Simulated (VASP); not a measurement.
**SrTiO3: geometry relaxation (part 3 of 3)**

The same run, continued: SrTiO3 (P4/mmm, 5 atoms in the cell); Kohn-Sham DFT of a periodic cell, LDA, VASP PAW LDA potentials, recommended, no spin polarisation (VASP 6.6.1); cutoff 600 eV, 8×8×8 k-mesh, Gaussian smearing of 0.02 eV. The structure was built on a prototype by a generator; it need not be a known phase.

Geometry of the input (Å; fractional positions):
```
4.0281  0.0000  0.0000
0.0000  4.0281  0.0000
0.0000  0.0000  3.7786
Sr 0.0000  0.0000  0.0000
Ti 0.5000  0.5000  0.5000
O  0.5000  0.5000  0.0000
O  0.5000  0.0000  0.5000
O  0.0000  0.5000  0.5000
```

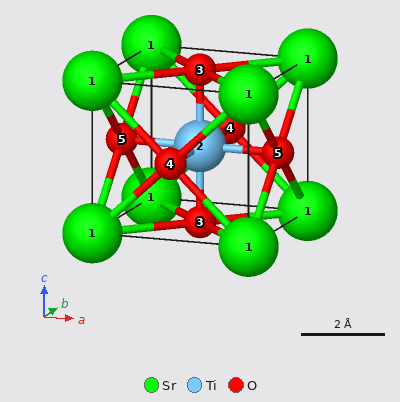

Figure 1. The structure as given in the input (ball-and-stick view of the cell of the calculation, seen slightly off an axis; atoms are numbered from 1 in the order of the input).

Results in brief

```tsv
quantity	value
outcome	converged
space group (tolerance 0.01 Å)	P4/mmm (123)
electrons treated	40
free energy	−43.9377 eV
Fermi energy	3.793 eV
gap on the k-point mesh	1.62 eV
pressure	−9.99 GPa
final volume	61.27 Å³
largest force (length of the vector) at the end	under 0.001 eV/Å
final cell	a = 4.028 Å, b = 4.028 Å, c = 3.776 Å, α = 90.00°, β = 90.00°, γ = 90.00°
hardware	1 thread of Intel Xeon (Emerald Rapids), 450 GiB of memory available, shared host
wall time	10 min
peak memory	0.26 GiB
```
